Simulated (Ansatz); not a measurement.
**Cs(211) (Im-3m bulk, 5 atomic planes (those closer than 0.6 Å count as one), 10 Å): images, spectra and barriers**

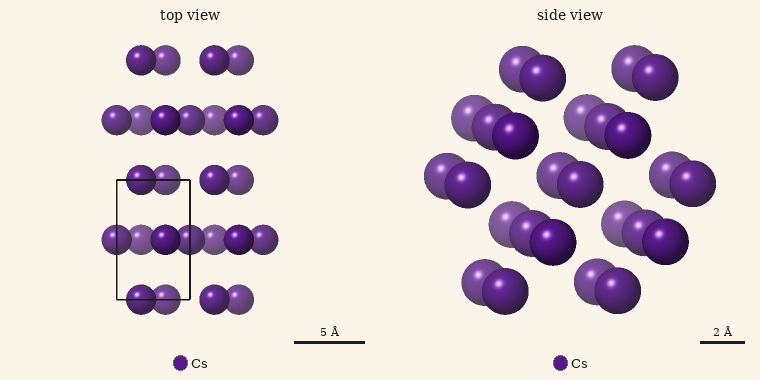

The relaxed structure from above and from the side.

Theory: DFT PBEsol, scalar-relativistic, plane waves, PAW (Ansatz 0.2.0). Cutoff 420 eV, 17 × 10 k-points, Gaussian smearing 0.1 eV, dipole correction. The slab is a cut without reconstruction beyond its cell, at the source's lattice constants, with its lower half held fixed and the rest relaxed. No spin polarisation. The run warns that the functional's potential is rough in the thin density of the vacuum, where the tip is; weak contrasts and barriers may feel it.

The STM signal is simulated in the Tersoff–Hamann approximation. Bias windows are sharp sums over the levels of the k mesh.

```cif
data_structure
_symmetry_space_group_name_H-M 'P 1'
_symmetry_Int_Tables_number 1
_cell_length_a 5.2351
_cell_length_b 8.5489
_cell_length_c 29.8714
_cell_angle_alpha 90.000
_cell_angle_beta 90.000
_cell_angle_gamma 90.000
_cell_volume 1336.89
loop_
_atom_site_label
_atom_site_type_symbol
_atom_site_fract_x
_atom_site_fract_y
_atom_site_fract_z
_atom_site_occupancy
Cs1 Cs 0.33333 0.50000 0.33477 1
Cs2 Cs 0.66667 0.00000 0.41738 1
Cs3 Cs 0.00000 0.50000 0.50000 1
Cs4 Cs 0.33333 0.00000 0.58262 1
Cs5 Cs 0.66667 0.50000 0.66523 1
```

The last single point, restarted from the relaxation's density, took 13 min on 1 thread of Arm Neoverse V1 (shared host), peak memory 1.8 GiB.

## 1. Approach curves

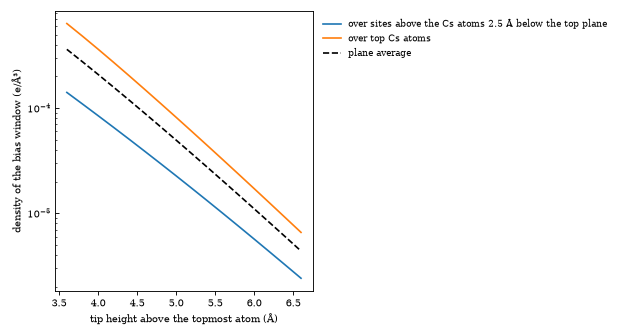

Approach curves over this surface at a sample bias of −1.00 V.

> How fast does the current decay, and what apparent barrier height does that imply?

Near 4 Å the plane average falls as exp(−1.39 z/Å), a factor of 4 per ångström, which gives an apparent barrier of 1.8 eV (0.952 eV Å² times the slope squared). The vacuum level lies 2.05 eV above zero bias. The curve is still bending at 4 Å, since the potential hasn't yet risen to the vacuum level: further out the slope reaches 1.54 per Å, an apparent barrier of 2.2 eV. That far value is close to 2.05 eV. At 4 Å the 0.25 eV of states nearest the highest filled state carry 53 % of the density.

## 2. States by depth

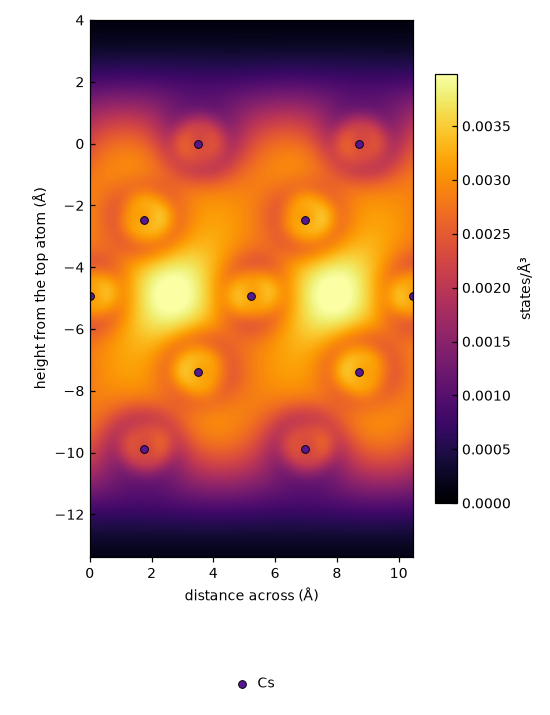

Density of all states between 0.00 and +0.25 eV (zero: the Fermi level) of this surface: side view, averaged along the second cell vector.

The picture shows the smooth PAW orbitals' density alone; the shares below count all of it.

> How is this energy window spread over the atomic planes?

The window holds 1.6 states per cell. Shares by plane (space cut midway between planes), top to bottom: Cs 20 %, Cs 19 %, Cs 23 %, Cs 19 %, Cs 20 %; the outer planes' shares include the vacuum, and density in a gap between layers is shared out between the planes on either side. The states spread through the slab.

## 3. Bias series

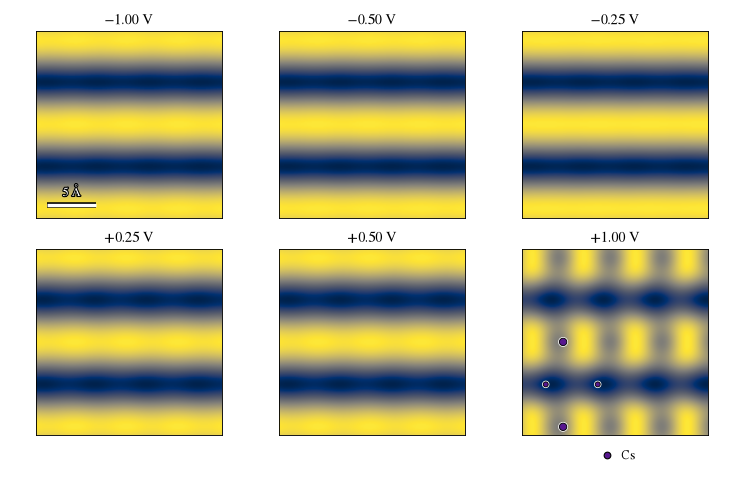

Constant-current images of this surface at 6 sample biases, each on its own colour scale; the last has the atoms seen from above drawn over one corner (deeper ones smaller).

> How do the images change with bias?

```json
{"bias": "−1.00 V", "set point (e/Å³)": "1.0 × 10⁻⁴", "corrugation": "1.0 Å", "brightest over": "top Cs atoms"}
{"bias": "−0.50 V", "set point (e/Å³)": "7.7 × 10⁻⁵", "corrugation": "1.0 Å", "brightest over": "top Cs atoms"}
{"bias": "−0.25 V", "set point (e/Å³)": "5.7 × 10⁻⁵", "corrugation": "1.0 Å", "brightest over": "points 1.7 Å to the side of the top Cs atoms and top Cs atoms"}
{"bias": "+0.25 V", "set point (e/Å³)": "4.7 × 10⁻⁵", "corrugation": "1.0 Å", "brightest over": "top Cs atoms"}
{"bias": "+0.50 V", "set point (e/Å³)": "1.2 × 10⁻⁴", "corrugation": "1.1 Å", "brightest over": "top Cs atoms"}
{"bias": "+1.00 V", "set point (e/Å³)": "5.6 × 10⁻⁴", "corrugation": "16 pm", "brightest over": "points 2.1 Å to the side of the top Cs atoms"}
```

The slab has states at the Fermi level, so this model gives a current down to small biases. Its work function (top face) is 2.05 eV.

The weakest contrasts here depend on the k mesh and on the tip.
